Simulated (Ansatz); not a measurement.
# Geometry relaxation of Hf$_{8}$HO$_{16}$ (charge −1) (part 3 of 3)

Hf$_{8}$HO$_{16}$ (defect cell, 25 atoms in the cell, total charge −1); DFT PBE, scalar-relativistic, plane waves, PAW, no spin polarisation (Ansatz 0.2.0); cutoff 420 eV, 2×2×2 k-mesh, Gaussian smearing of 0.01 eV. The structure derives from a Materials Project entry. It belongs to a series of runs on one base structure; here: H interstitial, charge -1, atoms relaxed at the host's cell.

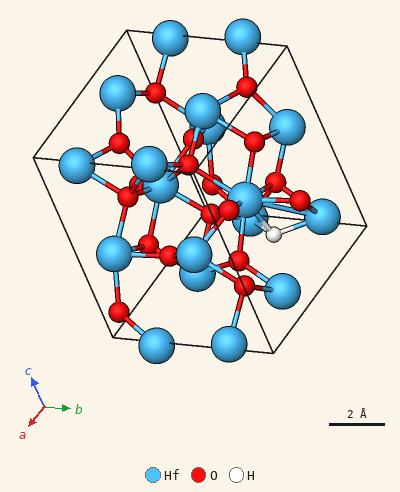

**Figure 1.** The geometry at step 5 of the log (ball-and-stick view of the cell of the calculation, seen at an oblique angle).

What the program printed, continued:
```
  k-point 3: bands = ["-46.1296", "-46.0557", "-45.9937", "-45.9671", "-45.9176", "-45.9127", "-45.8935", "-45.7775", "-15.0341", "-15.0065", "-14.9759", "-14.9318", "-14.9064", "-14.8885", "-14.8623", "-14.8442", "-14.7839", "-14.7537", "-14.7258", "-14.7083", "-14.6937", "-14.6800", "-14.6613", "-14.6499", "-14.6205", "-14.6099", "-14.5977", "-14.5802", "-14.5634", "-14.5090", "-14.5032", "-14.3813", "-3.1488", "-2.7837", "-2.3837", "-2.2715", "-2.2494", "-2.1479", "-2.0453", "-1.9679",
      "-1.8324", "-1.7487", "-1.7016", "-1.5963", "-1.5264", "-1.4477", "-1.3701", "-1.3311", "4.0094", "4.0123", "4.0201", "4.0249", "4.0271", "4.0314", "4.0346", "4.0796", "4.0839", "4.0916", "4.0963", "4.1021", "4.1074", "4.1117", "4.1354", "4.1374", "4.1451", "4.1523", "4.1529", "4.1621", "4.1653", "4.1682", "4.1721", "4.1733", "4.1804", "4.1837", "4.1905", "4.1936", "4.2120", "4.2145", "4.2205", "4.2252",
      "4.2288", "4.2317", "4.2321", "4.2369", "4.2406", "4.2446", "4.2489", "4.2540", "4.2578", "4.2623", "4.2638", "4.2668", "4.2730", "4.2763", "4.2817", "4.2928", "4.3043", "4.3296", "4.3333", "4.3603", "4.3737", "4.3866", "4.3899", "4.3941", "9.2660", "9.4713", "9.6565", "9.7064", "9.8425", "10.1276", "10.1430", "10.2461", "10.3344", "10.3808", "10.4950", "10.6256", "10.7288", "10.8084", "10.9382", "11.0025",
      "11.1858", "11.2411", "11.3547", "11.5100", "11.7003", "11.7818", "11.9503", "12.0932", "12.1729", "12.2587", "12.3815", "12.5436", "12.6650", "12.7557", "12.8238", "12.9368", "12.9730", "13.0386", "13.0901", "13.1408", "13.1942", "13.2307", "13.4281", "13.4945", "13.5606", "13.7327", "13.8933", "13.9701", "14.0230", "14.1332", "14.2385", "14.2603", "15.3263", "18.9682", "19.1436", "19.3791", "19.5217", "19.6311", "19.8064", "19.9022",
      "20.0012", "20.1082", "20.1868", "20.3243", "20.4368", "20.4624", "20.5675", "20.6754", "21.0796", "21.1390", "21.2320", "21.4034", "21.4916", "21.5943", "21.7646", "21.9449", "22.0626", "22.2725", "22.6016", "22.7138", "22.8078", "22.8962", "22.9909", "23.1050"]
--- Relaxed structure (8 steps of the walk, 7 accepted, 0 SCFs on fresh bases) ---
  F+E_penalty+E_count = -134889.92985403 eV   max|allowed force component| = 6.794e-3 eV/Å
  atoms:
    - { symbol: Hf, position: [0.5057211951253235, 0.25260637907859634, 0.029150595830618454] }
    - { symbol: Hf, position: [0.007299291618908521, 0.7468615928251915, 0.034038142052672984] }
    - { symbol: Hf, position: [0.9730593384092993, 0.22475692072553122, 0.46716727918971357] }
    - { symbol: Hf, position: [0.4470676180171793, 0.723899844820985, 0.4367549626089461] }
    - { symbol: Hf, position: [0.5166407827458371, 0.2794653275047735, 0.5305645422290112] }
    - { symbol: Hf, position: [-0.001247947764884405, 0.7688843123245461, 0.5267466402944466] }
    - { symbol: Hf, position: [0.9859124232499106, 0.24641093493691635, 0.9670438120969792] }
    - { symbol: Hf, position: [0.48939725734285244, 0.7420354375883538, 0.962104780904482] }
    - { symbol: O, position: [0.8348532557025348, 0.4419083620360469, 0.37420631442401997] }
    - { symbol: O, position: [0.32947840835864967, 0.9618228920447134, 0.3700871381423904] }
    - { symbol: O, position: [0.9789932723351904, 0.09258999653331318, 0.13504819220777722] }
    - { symbol: O, position: [0.5437113808316569, 0.5931755537566497, 0.15544250864796647] }
    - { symbol: O, position: [0.8666648494284288, 0.37262957249004924, 0.7196630767932389] }
    - { symbol: O, position: [0.3772876848899205, 0.8786822204216065, 0.7230806943669611] }
    - { symbol: O, position: [0.15024941856570212, 0.15425978649919875, 0.7726766003056115] }
    - { symbol: O, position: [0.6503327736821155, 0.6475139322072602, 0.7723489444383186] }
    - { symbol: O, position: [0.8692972056283559, 0.8798041748025771, 0.27280323063986994] }
    - { symbol: O, position: [0.35883146879581534, 0.372330876124877, 0.2656032151457086] }
    - { symbol: O, position: [0.5804291307482411, 0.08965536880529201, 0.22599993919680453] }
    - { symbol: O, position: [0.05753539124230711, 0.5886457558546472, 0.2449778676935221] }
    - { symbol: O, position: [0.6522098619582661, 0.26160078897431516, 0.8564241078454425] }
    - { symbol: O, position: [0.15409879477601313, 0.7718755096568526, 0.860096084286354] }
    - { symbol: O, position: [0.780263207065119, 0.9090577866088514, 0.6326153409144633] }
    - { symbol: O, position: [0.29300298070913844, 0.4062047909335228, 0.6395518839811996] }
    - { symbol: H, position: [0.2228887078381192, 0.5860250333453336, 0.07089422376348062] }
```

Trajectory as extended XYZ (Å, eV, eV/Å), 8 frames, from step=1 to step=8:
```
25
Lattice="0.0000 -5.0692 5.1010 0.0000 -5.0692 -5.1010 5.2938 5.0692 0.0000" Properties=species:S:1:pos:R:3:forces:R:3 step=1 energy=-134888.50589
Hf    0.1643   -3.6648    1.2680    0.3193  -0.5558  -0.9210
Hf    0.1802   -3.6614   -3.7941    0.2182   0.0838   2.2193
Hf    2.4624   -3.6850    3.7909    0.2442   0.0062   0.0306
Hf    2.4837   -3.6668   -1.3317   -1.7690  -0.3561  -0.5295
Hf    2.8040   -1.2989    1.2194   -0.2847   0.1445   0.0812
Hf    2.8211   -1.2813   -3.8825   -0.1655   0.0569  -0.0486
Hf    5.1324   -1.3183    3.7557    0.0428  -1.1491   0.1187
Hf    5.0926   -1.3945   -1.3051    0.5299   0.9445   0.2975
O     1.9511   -4.6358    1.9415    0.2167   0.3661   0.4507
O     1.9572   -4.6556   -3.1494    0.5715  -0.4485  -0.4652
O     0.7152   -4.7024    4.5229    0.1725  -0.1323  -0.1698
O     0.7048   -4.7716   -0.5023    0.2621  -1.8600   2.3332
O     3.8015   -2.5971    2.5354   -0.4444   0.1579  -0.6220
O     3.8774   -2.7033   -2.5836    0.0555  -0.0766   0.0942
O     4.0943    2.3990   -0.0113   -0.3344  -0.0984  -0.1025
O     4.0570   -2.7110   -0.0289   -0.1129   0.1480   0.1553
O     1.4116   -7.3872   -0.0476    0.2189  -0.3149  -0.1650
O     1.4272   -2.3604   -0.0734    0.0951   0.5448   0.7336
O     1.2114   -2.2854    2.5104   -0.0255   0.0455  -0.0737
O     1.3027   -2.1625   -2.6164    0.8789   1.2590  -1.1096
O     4.5761   -0.2996    1.9543   -0.0928   0.0583   0.0387
O     4.5807   -0.3418   -3.1551   -0.3818  -0.4769  -0.1218
O     3.3418   -5.3700   -0.6162    0.0711   0.0141   0.0295
O     3.3611   -0.3204   -0.6077   -0.1392   0.0838   0.0005
H     0.2524   -3.9216   -1.6742   -0.1468   1.5548  -2.2535
25
Lattice="0.0000 -5.0692 5.1010 0.0000 -5.0692 -5.1010 5.2938 5.0692 0.0000" Properties=species:S:1:pos:R:3:forces:R:3 step=2 energy=-134889.48812
Hf    0.1633   -3.6908    1.2548    0.0360  -0.4116   0.2600
Hf    0.1927   -3.6544   -3.6864   -0.0674   0.0660  -1.2379
Hf    2.4606   -3.6944    3.7985   -0.5790  -0.2109   0.2301
Hf    2.3820   -3.6602   -1.3522   -0.0119  -0.3379  -0.1806
Hf    2.7947   -1.2978    1.2144    0.0949  -0.1765  -0.2383
Hf    2.8372   -1.2549   -3.9190   -0.0901   0.1007   0.0330
Hf    5.1287   -1.3712    3.7570    0.0078   0.7040   0.2489
Hf    5.1006   -1.3939   -1.2799   -0.0674  -0.2160   0.2319
O     1.9780   -4.6109    1.9528    0.0346   0.2587   0.1156
O     1.9995   -4.6590   -3.1879   -0.3711   0.4107   0.1598
O     0.7141   -4.7360    4.5550    0.0497  -0.3083  -0.3078
O     0.7078   -4.8418   -0.4258    0.4509  -0.8399   1.3900
O     3.7569   -2.5977    2.5080    0.6916  -0.3320   0.2877
O     3.8593   -2.7091   -2.5711   -0.0088  -0.1069  -0.0225
O     4.0684    2.3687   -0.0143    0.0398   0.0377  -0.4111
O     4.0475   -2.7303   -0.0071    0.1217   0.3561   0.2113
O     1.4197   -7.4220   -0.0361    0.0667  -0.2724  -0.2007
O     1.4106   -2.3322   -0.0264   -0.3271  -0.0758  -0.3858
O     1.1982   -2.2926    2.5072   -0.0886   0.1605   0.1521
O     1.3505   -2.0403   -2.6829   -0.2912  -0.1129   0.3042
O     4.5654   -0.3099    1.9694    0.1375   0.0394  -0.0585
O     4.5776   -0.3722   -3.1442    0.2166   0.4560   0.0650
O     3.3391   -5.3442   -0.6521    0.0471  -0.3164   0.0629
O     3.3543   -0.3249   -0.6061    0.0462   0.0295   0.0002
H     0.3578   -3.8256   -1.8063   -0.1386   1.0982  -0.7091
25
Lattice="0.0000 -5.0692 5.1010 0.0000 -5.0692 -5.1010 5.2938 5.0692 0.0000" Properties=species:S:1:pos:R:3:forces:R:3 step=3 energy=-134889.82254
Hf    0.1635   -3.7037    1.2737   -0.0362  -0.1779   0.0342
Hf    0.1918   -3.6472   -3.7397   -0.1325   0.0669  -0.4845
Hf    2.4574   -3.7028    3.8022   -0.0917  -0.0765   0.0498
Hf    2.3648   -3.6869   -1.3535   -0.3342  -0.1959  -0.2047
Hf    2.7891   -1.3092    1.2155    0.1178  -0.2422  -0.0755
Hf    2.8377   -1.2557   -3.9094   -0.0959   0.0580   0.0914
Hf    5.1254   -1.3651    3.7603   -0.0495   0.0710   0.0819
Hf    5.1015   -1.3983   -1.2651   -0.0758   0.1801  -0.0414
O     1.9870   -4.6028    1.9615    0.0316   0.2153   0.1806
O     1.9811   -4.6581   -3.2003   -0.2091   0.2605   0.2120
O     0.7215   -4.7492    4.5315   -0.0536  -0.0040  -0.0967
O     0.7497   -4.9099   -0.3355    0.2009  -0.0881   0.1321
O     3.7814   -2.6156    2.5109    0.1832  -0.0978   0.0114
O     3.8532   -2.7206   -2.5611    0.0101  -0.0246  -0.0621
O     4.0732    2.3618   -0.0234    0.0139  -0.0114  -0.0944
O     4.0347   -2.7173   -0.0069    0.2388   0.1058   0.1927
O     1.4320   -7.4310   -0.0465   -0.1053  -0.4221  -0.0177
O     1.3936   -2.3437   -0.0354   -0.0492  -0.0336  -0.1610
O     1.1934   -2.2900    2.5191    0.0013   0.1372   0.0110
O     1.3396   -2.0422   -2.6826    0.1665   0.2792  -0.1717
O     4.5633   -0.3198    1.9702   -0.0530   0.0609   0.0054
O     4.5824   -0.3507   -3.1374    0.1036   0.1894   0.0397
O     3.3334   -5.3665   -0.6488    0.1750  -0.0786  -0.0364
O     3.3556   -0.3274   -0.5992    0.0656   0.0054   0.0373
H     0.3580   -3.6457   -1.8810   -0.0210  -0.1755   0.3667
25
Lattice="0.0000 -5.0692 5.1010 0.0000 -5.0692 -5.1010 5.2938 5.0692 0.0000" Properties=species:S:1:pos:R:3:forces:R:3 step=4 energy=-134889.68442 accepted=F
Hf    0.1580   -3.7140    1.2913   -0.1940   0.4682   0.1984
Hf    0.1534   -3.6481   -3.7871    0.2697   0.2678   0.3826
Hf    2.4649   -3.7253    3.8288    0.2590   0.3129   0.1799
Hf    2.3076   -3.7542   -1.4156    0.1597   0.3985  -0.2545
Hf    2.8015   -1.3577    1.2023   -0.0222   0.0582   0.2881
Hf    2.7940   -1.2091   -3.9056   -0.0457  -0.2864  -0.3068
Hf    5.1045   -1.3593    3.7729    0.2354  -0.3548  -0.1851
Hf    5.1090   -1.3328   -1.2832   -0.1593  -0.5229  -0.1262
O     2.0026   -4.5110    2.0257   -0.1400  -0.6108  -0.7369
O     1.9140   -4.6494   -3.2109    0.5449  -0.6095  -0.3031
O     0.7030   -4.7675    4.4724    0.2148   0.0974   0.2725
O     0.8934   -4.9945   -0.2251   -0.1872  -0.3137  -0.0007
O     3.8409   -2.6450    2.5173   -0.5482   0.1698  -0.1761
O     3.8244   -2.7051   -2.5743    0.1340   0.2071   0.2254
O     4.0745    2.3551   -0.0354    0.1482  -0.0425   0.3783
O     4.0998   -2.6483    0.0235   -0.2765   0.1191  -0.3504
O     1.4154   -7.5847   -0.0267    0.3664   1.2318  -0.1151
O     1.3922   -2.3727   -0.1094    0.2253   0.0402   0.5086
O     1.1960   -2.2063    2.4968   -0.0009  -0.1321  -0.0047
O     1.2965   -1.9691   -2.7180   -0.1134  -0.3811   0.0571
O     4.5011   -0.2829    1.9961    0.0810   0.1169  -0.2471
O     4.5578   -0.3047   -3.1450   -0.4399  -0.6208   0.1058
O     3.3951   -5.3753   -0.6570   -0.6677   0.2816   0.2027
O     3.4047   -0.3021   -0.5572   -0.0061   0.0431  -0.1118
H     0.3601   -3.7335   -1.8574    0.1636   0.0630   0.1192
25
Lattice="0.0000 -5.0692 5.1010 0.0000 -5.0692 -5.1010 5.2938 5.0692 0.0000" Properties=species:S:1:pos:R:3:forces:R:3 step=5 energy=-134889.92370
Hf    0.1544   -3.7005    1.2854    0.0097  -0.0245   0.0093
Hf    0.1848   -3.6468   -3.7644   -0.0359   0.0171  -0.0643
Hf    2.4655   -3.7076    3.8172    0.0357  -0.0043  -0.0455
Hf    2.3264   -3.7165   -1.3926   -0.0968  -0.0123  -0.1268
Hf    2.7999   -1.3384    1.2117    0.0551  -0.0601   0.0162
Hf    2.8070   -1.2287   -3.9177   -0.0433   0.0168  -0.0259
Hf    5.1192   -1.3545    3.7655    0.0052  -0.0038   0.0276
Hf    5.0975   -1.3777   -1.2800   -0.0491   0.0540  -0.0081
O     1.9826   -4.5741    1.9939    0.0168  -0.0116   0.0038
O     1.9643   -4.6627   -3.2170   -0.0256   0.0114   0.0324
O     0.7145   -4.7510    4.5210    0.0010   0.0138  -0.0104
O     0.8089   -4.9618   -0.2739    0.0079  -0.0089   0.0242
O     3.8068   -2.6342    2.5167   -0.0285   0.0257   0.0041
O     3.8311   -2.7039   -2.5635    0.0519  -0.0120   0.0462
O     4.0839    2.3691   -0.0220    0.0208  -0.0088  -0.0124
O     4.0713   -2.6808    0.0106    0.0597   0.0257  -0.0092
O     1.4401   -7.4771   -0.0492   -0.0281  -0.0376  -0.0341
O     1.4009   -2.3561   -0.0634   -0.0066  -0.0043  -0.0125
O     1.1949   -2.2561    2.5047   -0.0048   0.0101   0.0295
O     1.3082   -2.0253   -2.7090    0.0124   0.0263   0.0175
O     4.5367   -0.2990    1.9840    0.0049   0.0318   0.0057
O     4.5636   -0.3327   -3.1416   -0.0098   0.0022   0.0041
O     3.3468   -5.3628   -0.6563    0.0271  -0.0145   0.0193
O     3.3791   -0.3114   -0.5827    0.0017   0.0069   0.0141
H     0.3759   -3.7068   -1.8581    0.0186  -0.0390   0.0951
25
Lattice="0.0000 -5.0692 5.1010 0.0000 -5.0692 -5.1010 5.2938 5.0692 0.0000" Properties=species:S:1:pos:R:3:forces:R:3 step=6 energy=-134889.92925
Hf    0.1536   -3.6942    1.2924    0.0025  -0.0089  -0.0173
Hf    0.1809   -3.6516   -3.7717   -0.0144  -0.0055  -0.0081
Hf    2.4719   -3.7024    3.8192    0.0268  -0.0004  -0.0207
Hf    2.3130   -3.7225   -1.4119   -0.0215  -0.0020  -0.0208
Hf    2.8095   -1.3461    1.2084    0.0003   0.0032   0.0071
Hf    2.7861   -1.2184   -3.9291   -0.0112   0.0068   0.0004
Hf    5.1195   -1.3440    3.7708   -0.0102   0.0063   0.0152
Hf    5.0931   -1.3641   -1.2888   -0.0015   0.0167   0.0069
O     1.9790   -4.5748    2.0079    0.0081   0.0013   0.0055
O     1.9626   -4.6684   -3.2288   -0.0186   0.0014   0.0093
O     0.7160   -4.7470    4.5221   -0.0056  -0.0066   0.0006
O     0.8272   -4.9774   -0.2466   -0.0067  -0.0002  -0.0188
O     3.8087   -2.6332    2.5198    0.0089  -0.0053   0.0138
O     3.8276   -2.7012   -2.5580    0.0004   0.0003   0.0148
O     4.0907    2.3758   -0.0204   -0.0007  -0.0096  -0.0061
O     4.0889   -2.6637    0.0147    0.0120   0.0062  -0.0150
O     1.4442   -7.4817   -0.0524   -0.0106  -0.0212  -0.0139
O     1.4067   -2.3612   -0.0701   -0.0089   0.0086   0.0082
O     1.1963   -2.2494    2.5031   -0.0006   0.0050   0.0081
O     1.2955   -2.0358   -2.7076    0.0043  -0.0135   0.0026
O     4.5342   -0.2902    1.9917    0.0006  -0.0063   0.0070
O     4.5506   -0.3350   -3.1535    0.0193   0.0023  -0.0048
O     3.3503   -5.3546   -0.6585    0.0015  -0.0130   0.0115
O     3.3879   -0.3016   -0.5793   -0.0070   0.0037   0.0102
H     0.3703   -3.7548   -1.8541    0.0328   0.0311   0.0044
25
Lattice="0.0000 -5.0692 5.1010 0.0000 -5.0692 -5.1010 5.2938 5.0692 0.0000" Properties=species:S:1:pos:R:3:forces:R:3 step=7 energy=-134889.92966
Hf    0.1542   -3.6973    1.2909    0.0026   0.0098   0.0141
Hf    0.1796   -3.6507   -3.7733    0.0073   0.0027  -0.0110
Hf    2.4734   -3.7042    3.8166   -0.0261   0.0005   0.0121
Hf    2.3123   -3.7208   -1.4122    0.0037  -0.0033   0.0107
Hf    2.8083   -1.3456    1.2116   -0.0020  -0.0032  -0.0127
Hf    2.7888   -1.2214   -3.9283    0.0158  -0.0049  -0.0101
Hf    5.1195   -1.3479    3.7721    0.0068   0.0230   0.0077
Hf    5.0926   -1.3644   -1.2882    0.0076  -0.0210  -0.0088
O     1.9820   -4.5746    2.0030   -0.0066  -0.0012  -0.0055
O     1.9579   -4.6696   -3.2248    0.0083  -0.0029   0.0016
O     0.7149   -4.7486    4.5201   -0.0013  -0.0013   0.0029
O     0.8224   -4.9745   -0.2552    0.0028   0.0118   0.0183
O     3.8098   -2.6347    2.5202   -0.0003   0.0037  -0.0100
O     3.8289   -2.7027   -2.5577   -0.0021   0.0043  -0.0089
O     4.0893    2.3719   -0.0205    0.0058   0.0020   0.0018
O     4.0884   -2.6635    0.0131   -0.0122  -0.0042   0.0206
O     1.4432   -7.4844   -0.0537    0.0093   0.0063   0.0093
O     1.4054   -2.3590   -0.0670    0.0027  -0.0153  -0.0149
O     1.1962   -2.2511    2.5049    0.0047  -0.0066  -0.0137
O     1.2997   -2.0331   -2.7090   -0.0158   0.0003   0.0060
O     4.5342   -0.2920    1.9932    0.0018   0.0013  -0.0111
O     4.5538   -0.3340   -3.1502   -0.0099  -0.0003  -0.0017
O     3.3491   -5.3573   -0.6565   -0.0010   0.0040  -0.0072
O     3.3854   -0.3021   -0.5760   -0.0026  -0.0007  -0.0034
H     0.3749   -3.7361   -1.8537    0.0008  -0.0049   0.0137
25
Lattice="0.0000 -5.0692 5.1010 0.0000 -5.0692 -5.1010 5.2938 5.0692 0.0000" Properties=species:S:1:pos:R:3:forces:R:3 step=8 energy=-134889.92985
Hf    0.1543   -3.6964    1.2911   -0.0020  -0.0010  -0.0034
Hf    0.1802   -3.6505   -3.7725    0.0007  -0.0014   0.0047
Hf    2.4731   -3.7038    3.8171    0.0026   0.0011  -0.0029
Hf    2.3121   -3.7219   -1.4121   -0.0057   0.0016  -0.0032
Hf    2.8087   -1.3461    1.2098    0.0001   0.0007   0.0019
Hf    2.7885   -1.2211   -3.9284   -0.0008  -0.0001   0.0024
Hf    5.1193   -1.3448    3.7722   -0.0008  -0.0068  -0.0013
Hf    5.0932   -1.3653   -1.2887   -0.0011   0.0031   0.0013
O     1.9810   -4.5753    2.0044    0.0001   0.0009   0.0015
O     1.9592   -4.6698   -3.2256    0.0009  -0.0015  -0.0016
O     0.7149   -4.7475    4.5215    0.0008  -0.0001  -0.0014
O     0.8229   -4.9752   -0.2523    0.0008  -0.0029   0.0015
O     3.8098   -2.6341    2.5201   -0.0020   0.0012   0.0021
O     3.8278   -2.7013   -2.5576    0.0013  -0.0006  -0.0003
O     4.0904    2.3732   -0.0205   -0.0008   0.0012  -0.0008
O     4.0887   -2.6639    0.0144    0.0015   0.0030  -0.0031
O     1.4442   -7.4837   -0.0536    0.0001   0.0003  -0.0010
O     1.4061   -2.3600   -0.0689   -0.0008   0.0012   0.0006
O     1.1964   -2.2512    2.5034   -0.0014   0.0005   0.0029
O     1.2969   -2.0338   -2.7092    0.0038   0.0023   0.0001
O     4.5337   -0.2909    1.9925    0.0015   0.0004   0.0008
O     4.5532   -0.3340   -3.1513   -0.0016  -0.0026   0.0007
O     3.3489   -5.3567   -0.6570    0.0018  -0.0017   0.0011
O     3.3857   -0.3024   -0.5774    0.0003  -0.0010  -0.0006
H     0.3753   -3.7412   -1.8523    0.0006   0.0024  -0.0020
```

Key numbers:

```json
{"quantity": "outcome", "value": "converged"}
{"quantity": "electrons treated", "value": "306"}
{"quantity": "free energy", "value": "−134889.9299 eV"}
{"quantity": "Fermi energy", "value": "17.147 eV"}
{"quantity": "gap on the k-point mesh", "value": "3.64 eV"}
{"quantity": "final volume", "value": "273.77 Å³"}
{"quantity": "largest force (length of the vector) at the end", "value": "0.007 eV/Å"}
{"quantity": "hardware", "value": "4 threads of Intel Xeon (Granite Rapids), 32 GiB of memory available, shared host"}
{"quantity": "wall time", "value": "50 s (CPU time 2.9 min)"}
{"quantity": "peak memory", "value": "1.3 GiB"}
```

Notes:

The cell is charged and computed with a neutralising background, so its energy and pressure depend on the cell and aren't those of a real crystal. Spin–orbit coupling is left out, which matters for Hf.
